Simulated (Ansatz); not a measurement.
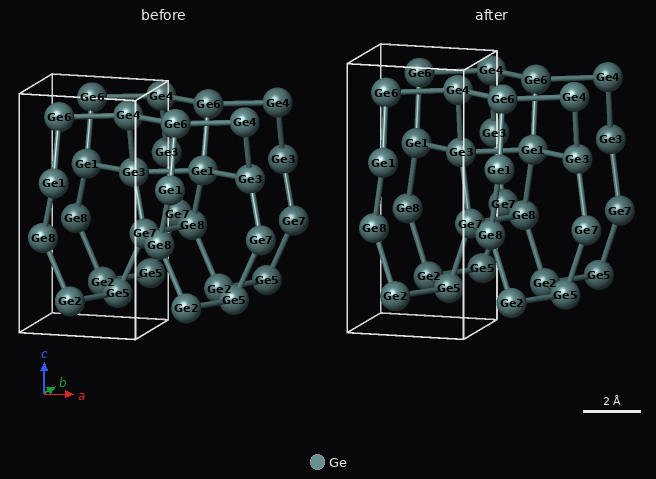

The structure of solid Ge (a generated structure, set up in Ccce) (coarse preliminary run) before (left) and after (right) a relaxation, at one scale.

A ball-and-stick model of the cell of the calculation, repeated 2 × 2 × 1 with one cell outlined, seen slightly off an axis.

Computed with Ansatz, DFT PBE, scalar-relativistic, plane waves, PAW.

Input
```yaml
crystal:
  lattice:
    - [2.97386459, -3.19330991, 0.0]
    - [2.97386459, 3.19330991, 0.0]
    - [0.0, 0.0, 8.5639806]
  atoms:
    - { symbol: Ge, position: [0.25974399, 0.13154399, 0.62123699] }
    - { symbol: Ge, position: [0.36845601, 0.24025601, 0.12123699] }
    - { symbol: Ge, position: [0.74025601, 0.86845601, 0.62123699] }
    - { symbol: Ge, position: [0.75974399, 0.63154399, 0.87876301] }
    - { symbol: Ge, position: [0.63154399, 0.75974399, 0.12123699] }
    - { symbol: Ge, position: [0.24025601, 0.36845601, 0.87876301] }
    - { symbol: Ge, position: [0.86845601, 0.74025601, 0.37876301] }
    - { symbol: Ge, position: [0.13154399, 0.25974399, 0.37876301] }
basis:
  ecutwfc: 420
kpoints:
  mp_grid: { grid: [4, 4, 2] }
hamiltonian:
  xc: pbe
scf:
  occupations: { method: gaussian, width: 0.1 }
  lower_state_search: "off"
output:
  forces: true
  stress: true
  eigenvalues: true
relax:
  adjacent_minimum: "off"
  f_tol: 0.04
  max_steps: 70
  cell: { stress_tol: 0.4 }
```

Run as
```bash
ansatz run input.yaml --threads 1 --pin off --max-ram 2560MiB --backend cpu --events-out ev --progress --plain --runs-dir out
```

Describe what moved and what it gained.

Over 6 accepted moves (10 points after the start) the energy falls by 236 meV per atom. The largest force component goes from 2.2 to 0.011 eV/Å. Pressure: 15.20 GPa at the start and 0.03 GPa at the end. The line search rejected the trial steps at points 5, 8 of the run. At 2 points the geometry stayed and the basis and grid were re-selected for the new cell (energy shift of 2.7 meV per atom at most each time). The largest moves relative to the cell, 0.12 Å, are those of 8 atoms (Ge1, Ge2, Ge3, Ge4 and others). Ge8 goes roughly along [3 1 −1]. Cell: a = b 4.364 → 4.358 Å (−0.1 %), c 8.564 → 9.642 Å (+12.6 %), γ 94.1° → 93.5°. Volume +12.4 %. Among the contacts that change: Ge1–Ge8 2.232 → 2.544 Å, Ge1–Ge3 2.467 → 2.598 Å, Ge1–Ge6 2.440 → 2.518 Å, Ge1–Ge3 (another image) 2.461 → 2.530 Å. Among the angles between lasting bonds that change: Ge6–Ge2–Ge8 135.9° → 146.3°, Ge5–Ge2–Ge5 124.6° → 116.4°, Ge5–Ge2–Ge6 110.7° → 105.5°. The space group stays Ccce (No. 68).
